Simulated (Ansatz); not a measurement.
**Run report: HfO₂, single-point calculation (part 2 of 2)**

The same run, continued: HfO₂ (slab, 12 atoms in the cell); DFT PBE, scalar-relativistic, plane waves, PAW, no spin polarisation (Ansatz 0.2.0); cutoff 420 eV, 9×9×1 k-mesh, Gaussian smearing of 0.05 eV. It belongs to a series of runs on one base structure; here: (1 1 1) slab cut from the bulk.

Geometry of the input (Å; fractional positions):
```
3.6046  0.0000  0.0000
-1.8023  3.1216  0.0000
0.0000  0.0000  26.0367
O  0.6667  0.3333  0.2881
O  0.0000  0.0000  0.3446
Hf 0.6667  0.3333  0.3728
O  0.3333  0.6667  0.4011
O  0.6667  0.3333  0.4576
Hf 0.3333  0.6667  0.4859
O  0.0000  0.0000  0.5141
O  0.3333  0.6667  0.5706
Hf 0.0000  0.0000  0.5989
O  0.6667  0.3333  0.6272
O  0.0000  0.0000  0.6837
Hf 0.6667  0.3333  0.7119
```

### Output, continued
```
--- Per-component energies (eV) ---
  E_band       = -1851.208372
  E_kinetic    = 3064.704587
  E_local      = -265143.105583  (includes V_loc(G=0)·N_el)
  E_nonlocal   = -4590.244302
  E_hartree    = 130606.762231
  E_xc         = -1781.770977
  E_vxc        = -1806.680756  (∫ρ·V_xc dr)
  E_paw        = -28965.972620  (= ΣΔE_a)
  E_vpaw       = 5427.285980  (= ΣTr[D̂ρ^β])
  E_aug_tail   = 0.019582  (compensation charges beyond the density's cutoff)
  E_efield     = 0.024190  (sawtooth field / dipole correction)
  E_vefield    = -16.740687  (∫n·V_field dr)
  E_ewald      = 99374.537142
  E_smearing   = -0.018111  (= −TS)
  E_closure    = 0.000000  (closes the sum)
  Σ components = -67435.063860   (vs F -67435.063860, Δ=0.00e0)
--- Forces (eV/Å), atoms counted from 1 ---
  atom   1  O     -0.00000000    -0.00000000     1.59443295
  atom   2  O     -0.00000000    -0.00000000     1.02257228
  atom   3  Hf     0.00000000     0.00000000    -3.75147691
  atom   4  O     -0.00000000    -0.00000000     0.93687655
  atom   5  O     -0.00000000    -0.00000000     1.01763930
  atom   6  Hf     0.00000000     0.00000000    -1.68582733
  atom   7  O     -0.00000000    -0.00000000     0.89944358
  atom   8  O      0.00000000    -0.00000000     0.87122916
  atom   9  Hf     0.00000000     0.00000000    -1.78176111
  atom  10  O     -0.00000000    -0.00000000     1.14330326
  atom  11  O      0.00000000    -0.00000000     1.71545670
  atom  12  Hf    -0.00000000     0.00000000    -1.98190137
  max |Σ_I F_I| component: 1.30e-5 eV/Å
--- Band table (eV; the first three rows and the last of 12) ---
  k-point 0: bands = ["-59.8908", "-59.5008", "-58.5556", "-57.3092", "-28.6573", "-28.3500", "-28.3500", "-28.2326", "-28.0622", "-28.0622", "-27.3021", "-27.1171", "-27.1171", "-26.0032", "-25.8968", "-25.8968", "-16.8734", "-16.0676", "-15.5655", "-14.6503", "-14.4924", "-13.6261", "-12.6738", "-11.4703", "-9.8610", "-9.8447", "-9.8447", "-9.8236", "-9.8236", "-9.7505", "-9.7384", "-9.3947", "-9.3947", "-9.3844", "-9.3564", "-9.3564", "-9.3404", "-9.2515", "-8.4499", "-8.4499", "-8.4386", "-8.4112", "-8.4112", "-8.3948", "-8.3060", "-7.2094", "-7.2094", "-7.1956", "-7.1694", "-7.1621", "-7.1621", "-7.0612", "-3.4149", "-3.4149", "-3.3804", "-2.4388", "-2.4388", "-2.2128", "-2.2128", "-2.0563", "-1.3934", "-1.1230", "-1.1230", "-0.6955", "0.0038", "0.2310", "0.2310", "1.1596", "1.2546", "1.2546", "1.7777", "2.3447", "2.3447", "2.9445", "3.3436", "3.6861", "3.6861", "5.2751", "5.4714", "5.4714", "6.0088", "6.0088", "6.9186", "6.9186", "7.9940", "8.0263", "8.0263", "8.2856", "8.2856", "8.6541", "8.9840", "10.3217"]
  k-point 1: bands = ["-59.8899", "-59.4998", "-58.5546", "-57.3082", "-28.6524", "-28.3806", "-28.3557", "-28.2263", "-28.1018", "-28.0691", "-27.2961", "-27.1573", "-27.1240", "-25.9975", "-25.9375", "-25.9038", "-16.7722", "-15.9972", "-15.4678", "-14.6830", "-14.4226", "-13.6752", "-12.7264", "-11.4787", "-9.8607", "-9.8446", "-9.8446", "-9.8237", "-9.8225", "-9.7533", "-9.7398", "-9.3928", "-9.3914", "-9.3825", "-9.3589", "-9.3567", "-9.3442", "-9.2680", "-8.4480", "-8.4466", "-8.4369", "-8.4136", "-8.4115", "-8.3986", "-8.3227", "-7.2075", "-7.2062", "-7.1943", "-7.1734", "-7.1645", "-7.1623", "-7.0787", "-3.4257", "-3.3310", "-3.1888", "-2.6275", "-2.3748", "-2.2573", "-2.0670", "-1.8532", "-1.4335", "-1.0643", "-1.0040", "-0.4495", "-0.2921", "0.1188", "0.2055", "0.9348", "1.1885", "1.2688", "1.8485", "2.2687", "2.3008", "3.1246", "3.3214", "3.7217", "3.7550", "5.0537", "5.4949", "5.7366", "6.0809", "6.0833", "6.9441", "7.0387", "7.7080", "8.0933", "8.2458", "8.3864", "8.4005", "8.9029", "9.1712", "10.4466"]
  k-point 2: bands = ["-59.8878", "-59.4973", "-58.5521", "-57.3056", "-28.6411", "-28.4541", "-28.3699", "-28.2188", "-28.1930", "-28.0864", "-27.2837", "-27.2540", "-27.1415", "-26.0393", "-25.9818", "-25.9214", "-16.5308", "-15.8103", "-15.2749", "-14.7350", "-14.2777", "-13.7339", "-12.8372", "-11.4944", "-9.8600", "-9.8455", "-9.8445", "-9.8219", "-9.8196", "-9.7602", "-9.7448", "-9.3884", "-9.3824", "-9.3771", "-9.3648", "-9.3583", "-9.3519", "-9.3038", "-8.4436", "-8.4375", "-8.4320", "-8.4195", "-8.4130", "-8.4065", "-8.3587", "-7.2033", "-7.1983", "-7.1901", "-7.1824", "-7.1702", "-7.1626", "-7.1152", "-3.4481", "-3.1281", "-3.0824", "-2.7617", "-2.2014", "-2.1668", "-1.8396", "-1.6812", "-1.3641", "-1.0339", "-0.7422", "-0.5311", "-0.1073", "-0.0304", "0.2378", "0.7378", "1.0148", "1.1639", "1.9154", "2.0649", "2.2890", "3.2441", "3.5094", "3.7827", "3.8591", "4.7884", "5.5555", "5.9873", "6.3133", "6.3405", "6.9630", "7.3028", "7.4492", "8.1507", "8.2846", "8.6431", "8.8064", "9.3708", "9.4896", "10.0604"]
  k-point 11: bands = ["-59.8827", "-59.4912", "-58.5460", "-57.2994", "-28.6039", "-28.5692", "-28.4730", "-28.2822", "-28.2691", "-28.1821", "-27.3377", "-27.3340", "-27.2453", "-26.1196", "-26.1176", "-25.9482", "-16.0224", "-15.5211", "-15.0450", "-14.5517", "-14.0829", "-13.6554", "-12.7664", "-11.5379", "-9.8564", "-9.8503", "-9.8489", "-9.8138", "-9.8004", "-9.7842", "-9.7633", "-9.3773", "-9.3745", "-9.3711", "-9.3694", "-9.3614", "-9.3580", "-9.3572", "-8.4317", "-8.4288", "-8.4260", "-8.4239", "-8.4161", "-8.4131", "-8.4124", "-7.2073", "-7.2045", "-7.1780", "-7.1747", "-7.1714", "-7.1711", "-7.1600", "-3.6062", "-3.3447", "-3.2849", "-2.3013", "-2.2913", "-2.0067", "-1.7381", "-1.2778", "-1.0409", "-0.8411", "-0.6353", "-0.4041", "-0.0342", "0.1086", "0.7682", "1.0016", "1.0987", "1.1100", "1.8811", "2.1009", "2.1716", "3.2695", "3.4423", "3.7565", "3.8702", "4.8319", "5.4658", "5.9403", "6.5354", "6.9275", "7.2535", "7.4517", "7.9006", "8.6037", "8.6446", "8.7120", "8.8926", "9.2948", "9.4374", "9.8439"]
```

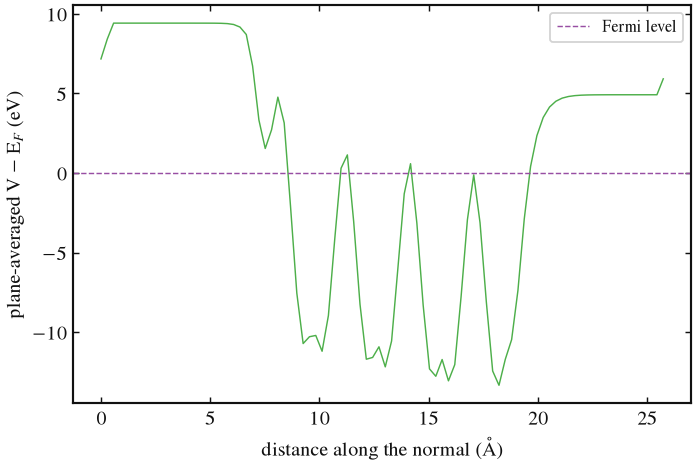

*Plane average of the electrostatic potential energy of an electron across the cell, from the Fermi level.*

The vacuum level lies 4.91 eV above the Fermi level on the upper side and 9.41 eV on the lower.

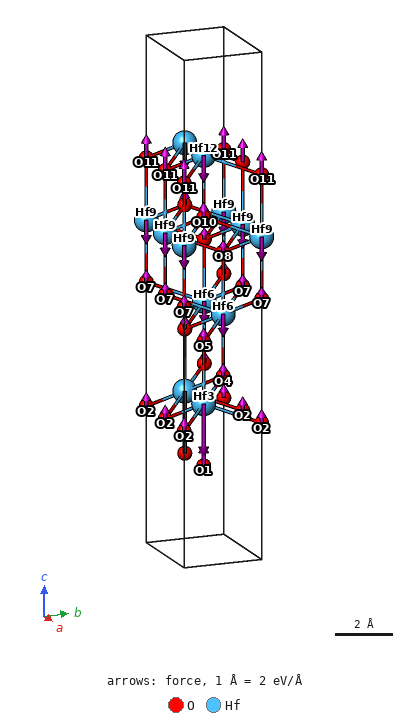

*Forces on the atoms as pink arrows (ball-and-stick view of the 2 × 1 repeat of the cell, with the vacuum cut short, seen slightly off an axis; atoms are numbered from 1 in the order of the input).*

The largest act on Hf3 (3.75 eV/Å); Hf12 (1.98 eV/Å); Hf9 (1.78 eV/Å); O11 (1.72 eV/Å), among others. The geometry is not a stationary point of this energy.

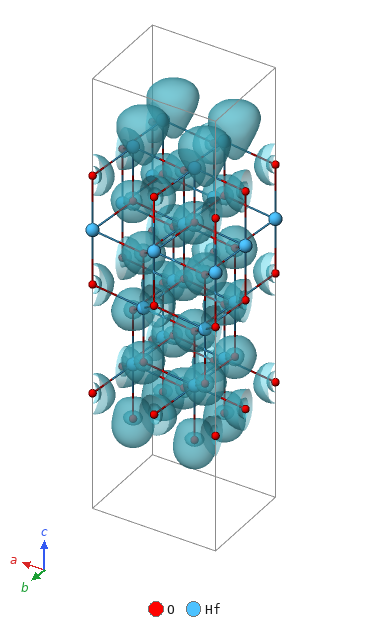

*Isosurface of the electron localisation function at 0.7 (cyan), seen at an oblique angle. Core shells and regions of very low density are left out. Sticks mark near contacts.*

Counts are for one cell; the picture repeats the cell along the surface.  Values along the shortest contacts: Hf–O (2.21 Å): the ELF is about 0.20 at the midpoint (a polar contact without a shared pair, in a metal). Core electrons are frozen (PAW), so the fields are smoothed inside the atomic spheres.

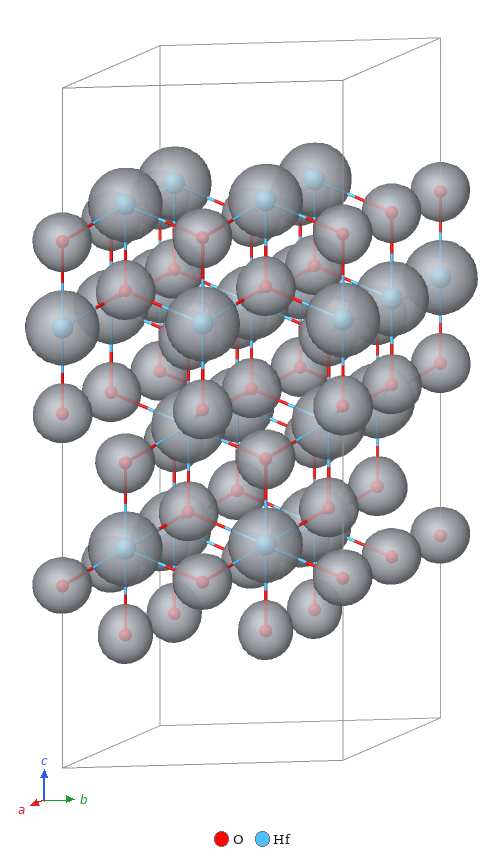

*Isosurface of the valence electron density at 1 e/Å³ (grey), seen slightly off an axis. Sticks mark near contacts.*

At this value the density breaks into separate islands; it holds about 80 % of the electrons treated as valence (semicore included). It is pinched off along the Hf–O (2.21 Å) contacts. On the grid the lowest density along these lines, outside the cores, is 0.57 e/Å³ (Hf–O, 2.21 Å).

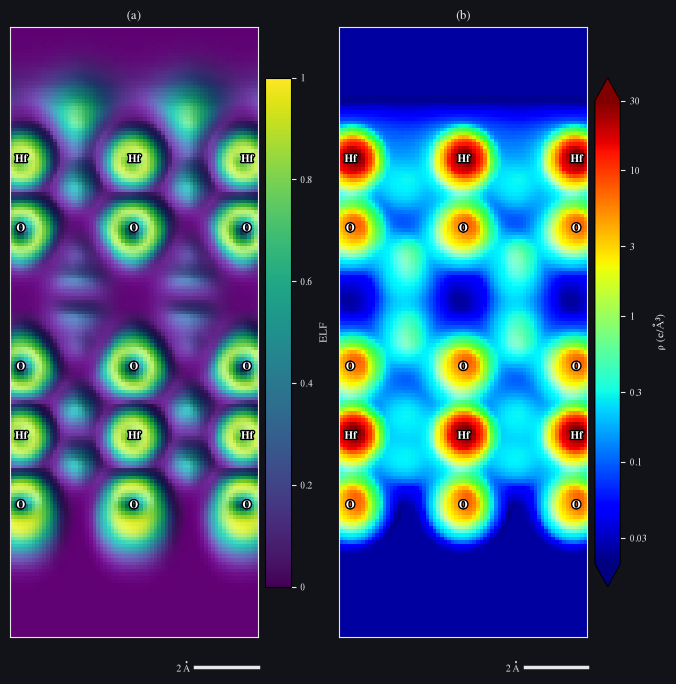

*(a) ELF; (b) valence pseudo-density on the (11̄0) plane of the calculation cell, a cut from vacuum to vacuum.*

Atoms in the plane: O and Hf. Hf–O (2.21 Å): ρ at the midpoint is about 0.59 e/Å³; the ELF is about 0.20 at the midpoint; a polar contact without a shared pair, in a metal. The density dies away to nearly zero in the vacuum. The strong features right at Hf lie inside the PAW spheres (semicore, d or f shells) and say nothing about bonding.
